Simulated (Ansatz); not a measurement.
The calculation's input:

```
crystal:
  lattice:
    - [-1.690813515, 1.690813515, 1.690813515]
    - [1.690813515, -1.690813515, 1.690813515]
    - [1.690813515, 1.690813515, -1.690813515]
  atoms:
    - { symbol: Ti, position: [0.0, 0.0, 0.0] }
hamiltonian:
  xc: r2scan
  pseudopotentials:
    kind: paw
    azcp:
      Ti: "pseudopotentials/Ti.paw.azcp"
basis:
  ecutwfc: 500
  fft_grid_basis: typed
kpoints:
  mp_grid: { grid: [15, 15, 15], shift: [0, 0, 0] }
magnetization:
  spin_polarized: false
scf:
  occupations: { method: fermi_dirac, width: 0.1 }
  lower_state_search: "off"
output:
  stress: true
  write_density: true
  write_potential: true
  elf: true
  volumetric_format: npy
```

Run with:

```sh
ansatz run input.yaml --threads 1 --pin off --max-ram 3584MiB --backend cpu --events-out ev --progress --plain --runs-dir out
```

Below, planes, directions and counts refer to the conventional cell (a = 3.38 Å, b = 3.38 Å, c = 3.38 Å, α = 90.00°, β = 90.00°, γ = 90.00°).

Space group Im-3m; set up as Ti, bcc; a generated structure, not necessarily the stable one; changed on purpose from its base cell (volume × 1.12); computed pressure about −10 GPa in this cell; computed without spin polarisation.

All numbers below come from Ansatz, DFT, r2SCAN, plane waves (500 eV) with PAW, scalar-relativistic.

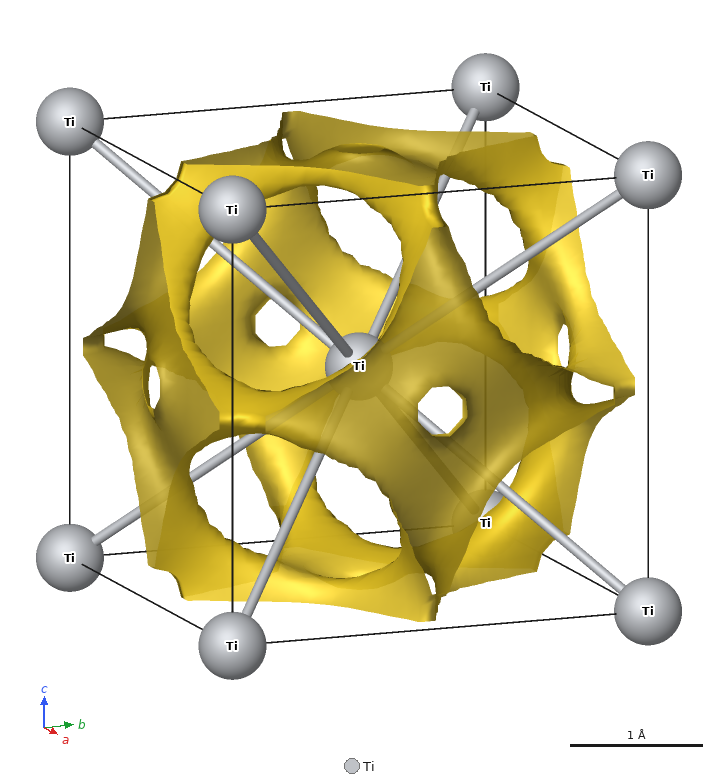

Ti. Isosurface of the ELF at 0.55 (yellow), seen slightly off an axis. Only the valence region is drawn (cores and ρ < 0.01 e/Å³ removed). Sticks mark near contacts.

Core electrons are frozen (PAW), and the valence fields are smoothed inside the atomic spheres.

Question: Describe the localisation domains.

Answer: The surface consists of one network that runs through the whole crystal, counted in one cell of 2 atoms. Regions shared between cells count once. There are no localised bonds or lone pairs at this value. Profiles from the grid: Ti–Ti (2.93 Å): the ELF is about 0.20 at the midpoint: no shared electron pair shows on this line.
